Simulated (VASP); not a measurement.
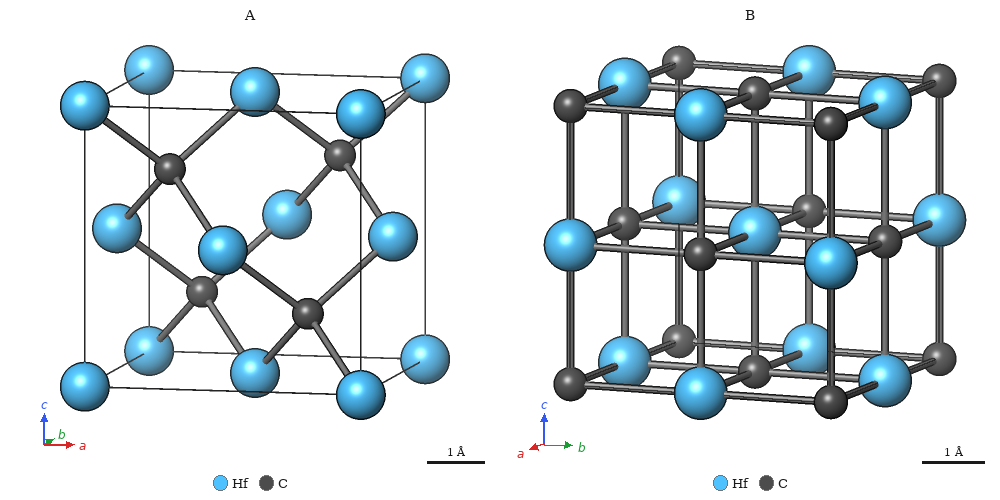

Two structures of HfC, each relaxed (cell and atoms) at zero pressure; conventional cells in solid outline, small ones repeated, each panel with its own scale. Alike in all runs: VASP 6.6.1; functional PBEsol; VASP's PAW PBE potentials, release 64 (Hf_pv, C); cutoff 600 eV; occupations fermi-dirac, width 0.05 eV; no spin polarisation; no spin-orbit coupling. The k meshes have like spacings.

Name the structure in each panel.

A: zinc blende type, F-43m; B: rock salt (NaCl type), Fm-3m.

Rank them by energy, lowest first.

B, then A (+739 meV/atom), static energies at zero smearing.

Collect the results in a table.

| panel | space group | E − E(lowest) (meV/atom) | volume (Å³/atom) |
| --- | --- | --- | --- |
| B | Fm-3m | 0 | 12.2 |
| A | F-43m | 739 | 15.5 |

The starts are database entries or structure types tried for this composition, and the most stable form need not be among them.

Caveat: spin-orbit coupling is left out, which matters for Hf, if less for volumes and forces than for levels.
